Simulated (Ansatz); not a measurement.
A series of calculations on Ti₃Al

**1. Relaxation**

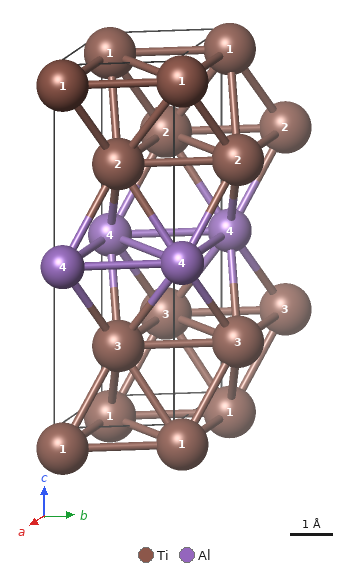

Starting structure of solid Ti3Al (set up in P-6m2). The picture is a ball-and-stick view of the cell of the calculation, repeated 2 × 2 × 1 with one cell outlined, seen from a free direction.

The calculation used DFT PBEsol, scalar-relativistic, plane waves, PAW in Ansatz.

The input:
```yaml
crystal:
  lattice:
    - [2.9275422229, 0.0, 0.0]
    - [-1.4637711114, 2.5353259357, 0.0]
    - [0.0, 0.0, 9.226362]
  atoms:
    - { symbol: Ti, position: [0.66666667, 0.33333333, 0.0] }
    - { symbol: Ti, position: [0.33333333, 0.66666667, 0.750594] }
    - { symbol: Ti, position: [0.33333333, 0.66666667, 0.249406] }
    - { symbol: Al, position: [0.66666667, 0.33333333, 0.5] }
basis:
  ecutwfc: 420
kpoints:
  mp_grid: { grid: [18, 18, 6] }
hamiltonian:
  xc: pbesol
scf:
  occupations: { method: gaussian, width: 0.1 }
output:
  forces: true
  stress: true
  eigenvalues: true
relax:
  adjacent_minimum: "off"
  f_tol: 0.005
  max_steps: 80
  cell: { stress_tol: 0.05 }
```

Command:
```bash
ansatz run input.yaml --threads 1 --pin off --max-ram 2560MiB --backend cpu --events-out ev --progress --plain --runs-dir out
```

### Predict the outcome.

The largest moves relative to the cell, 0.005 Å, are those of Ti2 and Ti3. Ti3 goes along −c. Al stays in place. The volume changes by −3.1 %, with a = b 2.928 → 2.896 Å (−1.1 %), c 9.226 → 9.139 Å (−0.9 %). Among the contacts that change: Ti1–Ti2 2.855 → 2.823 Å, Ti1–Ti1 2.928 → 2.896 Å, Al4–Al4 2.928 → 2.896 Å, Ti2–Al4 2.864 → 2.840 Å. The space group stays P-6m2 (No. 187). The energy falls by 5.9 meV per atom in 2 accepted moves (4 points after the start). The largest force component goes from 0.066 to 0.00015 eV/Å. Pressure: −3.46 GPa at the start and −0.01 GPa at the end. The line search rejected the trial step at point 1 of the run. At 1 point the geometry stayed and the basis and grid were re-selected for the new cell (energy shift of 0.1 meV per atom at most each time). The run took 69 s on 1 thread of Intel(R) Xeon(R) Platinum 8488C (Sapphire Rapids), with other jobs on the host, peak memory 0.55 GiB.

The end point in the same view:

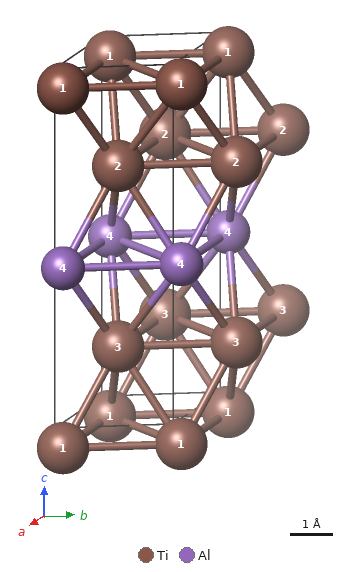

**2. Scan**

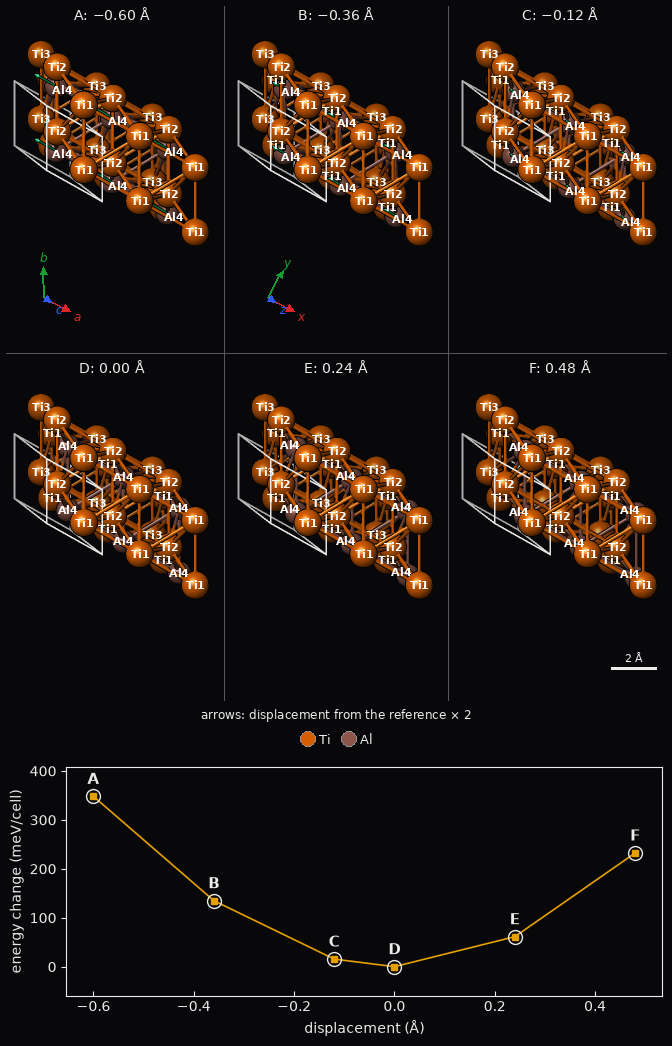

Energy scan for solid Ti3Al (P-6m2), in which Al4 (one in each cell of 4 atoms) is moved along Cartesian [1 0 0], all else fixed. The lettered frames are marked on the plot. The picture is a ball-and-stick view of the cell of the calculation, repeated 3 × 2 × 1 with one cell outlined, seen along the c axis, with a slight tilt. Green arrows: displacements from the reference.

These are results of DFT PBEsol, scalar-relativistic, plane waves, PAW (Ansatz 0.2.0), not measurements. Set-up: plane-wave cutoff 420 eV; k-point mesh 18 × 18 × 6; occupations gaussian; smearing width 0.15 eV; no spin polarisation. Energies (free energies at the smearing named) are counted from the relaxed crystal.

> Read off the main features of the energy profile.

Of the computed points the lowest is at the displacement 0.00 Å, 0 meV/cell. The curvature at zero is about 2.1 eV/Å². At the highest point the shortest interatomic distance is 2.59 Å, against 2.82 Å in the reference. The distortion takes the space group from P-6m2 to Pm.

**3. Scan**

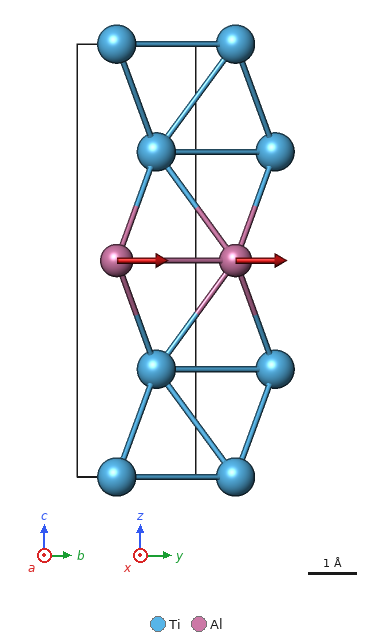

A scan of a crystal of Ti₃Al (P-6m2): the whole Al sublattice is shifted rigidly, along Cartesian [0 1 0], all else fixed. The picture shows the reference cell. The red arrows give the direction of positive displacement. The picture is a ball-and-stick view of the cell of the calculation, repeated 1 × 1 × 1 with one cell outlined, repeated 2 × 2 × 1 with one cell outlined, seen along the a axis.

Method: DFT PBEsol, scalar-relativistic, plane waves, PAW in Ansatz 0.2.0. (plane-wave cutoff 420 eV; k-point mesh 18 × 18 × 6; occupations gaussian; smearing width 0.15 eV; no spin polarisation). Energies (free energies at the smearing named) are counted from the relaxed crystal.

Input
```yaml
crystal:
  lattice:
    - [2.8957824532, 0.0, 0.0]
    - [-1.4478912266, 2.5078211683, 0.0]
    - [0.0, 0.0, 9.1393541757]
  atoms:
    - { symbol: Ti, position: [0.6666666667, 0.3333333333, 0.0] }
    - { symbol: Ti, position: [0.3333333333, 0.6666666667, 0.7511761438] }
    - { symbol: Ti, position: [0.3333333333, 0.6666666667, 0.2488238562] }
    - { symbol: Al, position: [0.6666666667, 0.3333333333, 0.5] }
basis:
  ecutwfc: 420
kpoints:
  mp_grid: { grid: [18, 18, 6] }
hamiltonian:
  xc: pbesol
scf:
  occupations: { method: gaussian, width: 0.15 }
output:
  forces: true
  stress: true
  eigenvalues: true
```

Launched with:
```bash
ansatz run input.yaml --threads 1 --pin off --max-ram 2560MiB --backend cpu --events-out ev --progress --plain --runs-dir out
```

Question: What energies does the calculation give (the displacement: −0.300, −0.225, −0.150, −0.075, 0.000, 0.075, 0.150, 0.225, 0.300 Å)?

Answer:
| displacement (Å) | ΔE (meV/cell) |
| --- | --- |
| −0.300 | 117.6 |
| −0.225 | 63.7 |
| −0.150 | 27.1 |
| −0.075 | 6.4 |
| 0.000 | 0.0 |
| 0.075 | 5.7 |
| 0.150 | 21.3 |
| 0.225 | 44.3 |
| 0.300 | 72.2 |

Of the computed points the lowest is at the displacement 0.00 Å, 0.0 meV/cell. The curvature at zero is about 2.2 eV/Å² per cell. The well is lopsided: at ±0.300 Å the energy is 1.6 times higher on the negative side. At the highest point the shortest interatomic distance is 2.67 Å, against 2.82 Å in the reference. The distortion takes the space group from P-6m2 to Amm2.

As a plot:

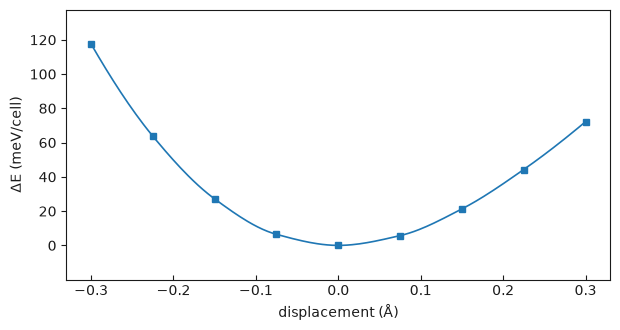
